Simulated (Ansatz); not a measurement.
System: HfO₃, space group Pm-3m (No. 221) (one of a set of cubic test structures, which need not be the stable phase).

How it was computed, with Ansatz 0.2.0 development build: equation of state of a cubic crystal from periodic Kohn-Sham density functional theory without spin, third-order Birch-Murnaghan fit to the free energies; pressure corrected for the finite basis. Level: PBE.

structure type ReO3; atoms in cell 4; space group number 221; lattice centring simple cubic; k mesh 26×26×26; occupation method Fermi–Dirac; occupation width 0.06123 eV; wave cutoff 420 eV; datasets soft-1 PAW; density tolerance 1e−07 eV; bands 26; density cutoff ratio 4; search for lower states default.

What does the calculation give for the energy above the lowest point and pressure against volume? The volume takes the values 16.64, 17.00, 17.35, 17.71, 18.06, 18.41, 18.77 Å³/atom.

A third-order Birch–Murnaghan fit gives V0 = 17.70 Å³/atom, B0 = 122 GPa and B′ = 3.8. The energy above the lowest point is 26.8 meV/atom at volume 16.64 Å³/atom and 22.2 meV/atom at 18.77 Å³/atom; the lowest computed point is at volume 17.71 Å³/atom (0.0 meV/atom), in a single well. The pressure falls from 8.5 GPa at volume 16.64 Å³/atom to −6.4 GPa at 18.77 Å³/atom, and changes sign near 17.70 Å³/atom.

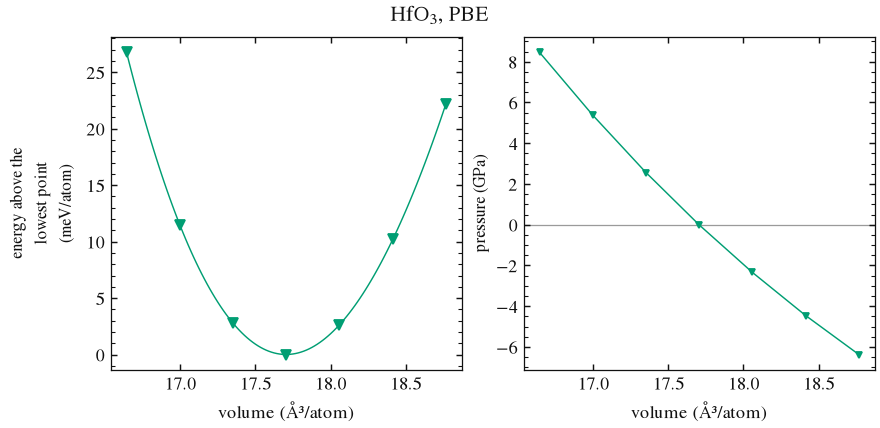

Caveats: cubic model structure, not the ambient form; no spin polarisation, a magnetic state may lie lower.
